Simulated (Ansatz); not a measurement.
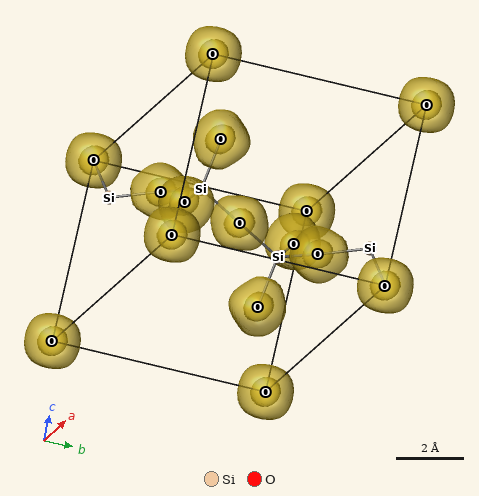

The picture shows: SiO2. Isosurface of the electron localisation function at 0.75 (yellow), seen at an oblique angle. Only the valence region is drawn (cores and ρ < 0.01 e/Å³ removed). Sticks mark near contacts.

Space group P-1; a structure from a database of computed crystals, not necessarily the ambient phase; changed on purpose from its base cell (strain along c alone, the other axes held, atoms relaxed: +2.0 %); computed pressure about −2 GPa in this cell.

Theory: DFT LDA, scalar-relativistic, plane waves, PAW in Ansatz 0.2.0.

In a PAW calculation such maps are meaningful between the atoms, not at the nuclei.

The calculation's input:

```
crystal:
  lattice:
    - [-2.6194160273, 4.729986429, 4.4440771364]
    - [2.5773696346, -4.8061644802, 4.5006435732]
    - [2.6673647187, 4.8326297084, -4.5254264452]
  atoms:
    - { symbol: Si, position: [0.9293514225, 0.8482093303, 0.0870759055] }
    - { symbol: Si, position: [0.7400564189, 0.155992761, 0.5847112136] }
    - { symbol: Si, position: [0.0706485775, 0.1517906697, 0.9129240945] }
    - { symbol: Si, position: [0.2599435811, 0.844007239, 0.4152887864] }
    - { symbol: O, position: [0.1301304815, 0.8848347052, 0.2551307507] }
    - { symbol: O, position: [0.8698695185, 0.1151652948, 0.7448692493] }
    - { symbol: O, position: [0.7929142594, 0.5021334849, 0.7970829741] }
    - { symbol: O, position: [0.2070915015, -0.0054346937, 0.7049129218] }
    - { symbol: O, position: [0.2070857406, 0.4978665151, 0.2029170259] }
    - { symbol: O, position: [0.7929084985, 0.0054346937, 0.2950870782] }
    - { symbol: O, position: [0.0, 0.0, 0.0] }
    - { symbol: O, position: [0.5, 0.0, 0.5] }
basis:
  ecutwfc: 420
kpoints:
  mp_grid: { grid: [6, 6, 6] }
hamiltonian:
  xc: lda
scf:
  occupations: { method: gaussian, width: 0.02 }
output:
  forces: true
  stress: true
  eigenvalues: true
  write_density: true
  write_potential: true
  elf: true
  volumetric_format: npy
relax:
  adjacent_minimum: "off"
  f_tol: 0.008
  max_steps: 40
```

Run with:

```sh
ansatz run input.yaml --threads 2 --pin off --max-ram 5120MiB --backend cpu --events-out ev --progress --plain --runs-dir out
```

Below, planes, directions and counts refer to the conventional cell (a = 5.24 Å, b = 7.00 Å, c = 7.07 Å, α = 78.95°, β = 69.02°, γ = 68.05°).

The fields are those of the run's last geometry, not of the input's.

> Identify the bonds, lone pairs and shells in this picture.

The ELF exceeds this value in eight regions on O in which the atom's valence shell and bonds are merged, counted in one cell of 12 atoms. Any copies at cell faces, edges or corners count once. Along the contacts the grid gives the following. Si–O (1.60 Å): the ELF peaks at about 0.85 between the atoms: a short, strongly polar bond.

> Does the calculation give a band gap?

It is gapped, with a Kohn–Sham gap of 5.4 eV on the k-point mesh, an upper bound to the gap of this method.
